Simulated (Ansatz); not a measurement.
The coordinates of a crystal:

```
CELL_PARAMETERS angstrom
5.03502 0.00000 0.00000
0.00000 5.03502 0.00000
0.00000 0.00000 3.27441
ATOMIC_POSITIONS crystal
Sn 0.00000 0.00000 0.00000
Sn 0.50000 0.50000 0.50000
O 0.81003 0.81003 0.50000
O 0.31003 0.68997 0.00000
O 0.68997 0.31003 0.00000
O 0.18997 0.18997 0.50000
```

What does this file describe?

Answer. The structure is one of SnO₂. The lattice is primitive tetragonal and the space group P4_2/mnm (No. 136). This arrangement goes by the name rutile. One cell contains 2 Sn, 4 O, 6 atoms in all. The neighbours of Sn are six O in a distorted octahedral arrangement at 2.12 to 2.21 Å. O bonds to three Sn at 2.12 to 2.21 Å. The bonds build a three-dimensional framework.

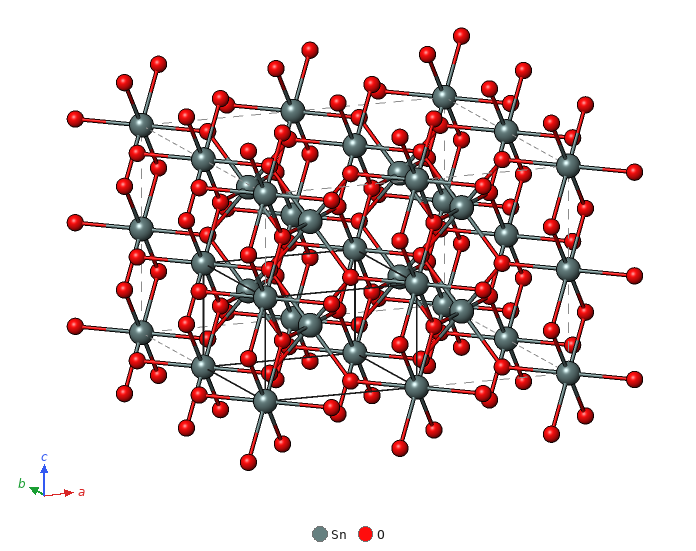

Structure drawing (ball-and-stick), viewed slightly off an axis. The conventional unit cell (solid box) is repeated to 2×2×2 cells. A few atoms beyond the faces are included. Colours: tin teal, oxygen red.

The cell started as a structure listed in the Materials Project. It was relaxed at fixed volume with DFT PBE, scalar-relativistic, plane waves, PAW in Ansatz.

At this level of theory the cell isn't at rest (stretched, at -12 GPa), so its distances can differ from those at equilibrium, the more so the softer the solid.
